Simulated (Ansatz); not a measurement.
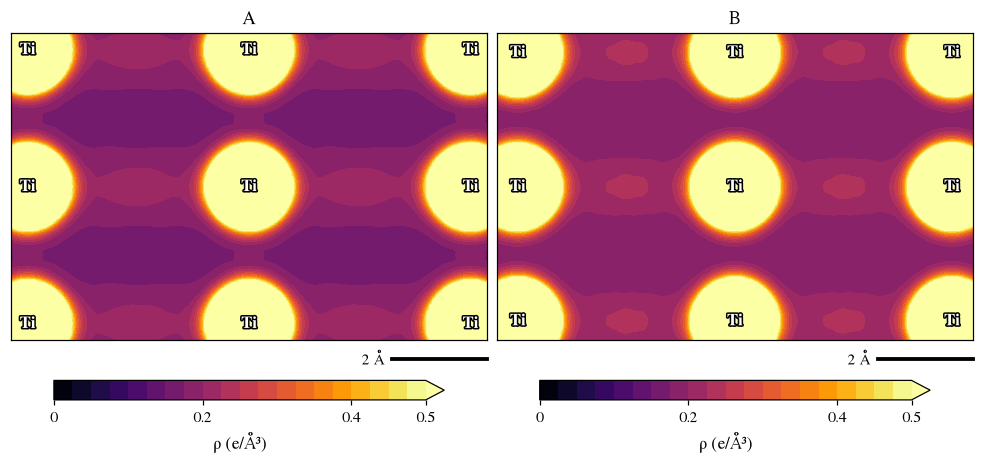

Ti. The valence electron density of two cells that differ in size, on the (100) plane of each (indices in the axes of the calculation cell), at one length scale and on one colour scale; one has 17.0 and the other 18.1 Å³ an atom.

Space group P6/mmm; a structure from a database of computed crystals, not necessarily the ambient phase; computed without spin polarisation.

Method: DFT r2SCAN, scalar-relativistic, plane waves, PAW in Ansatz.

Core electrons are frozen (PAW), and the valence fields are smoothed inside the atomic spheres.

The larger cell:

```xyz
3
Lattice="4.6594 0.0000 0.0000 -2.3297 4.0351 0.0000 0.0000 0.0000 2.8811" Properties=species:S:1:pos:R:3 pbc="T T T"
Ti    0.0000    0.0000    0.0000
Ti    0.0000    2.6901    1.4405
Ti    2.3297    1.3450    1.4405
```

The smaller cell: a = 4.568 Å, b = 4.568 Å, c = 2.825 Å, α = 90.00°, β = 90.00°, γ = 120.00°.

**Which panel shows the smaller cell, and what does the compression change?**

Panel B is the smaller cell, by 6 % in volume. From the larger cell to the smaller, Ti–Ti goes from 2.88 to 2.82 Å, and the density at its midpoint from 0.18 to 0.19 e/Å³; the pressure goes from −6 to 0.0 GPa.
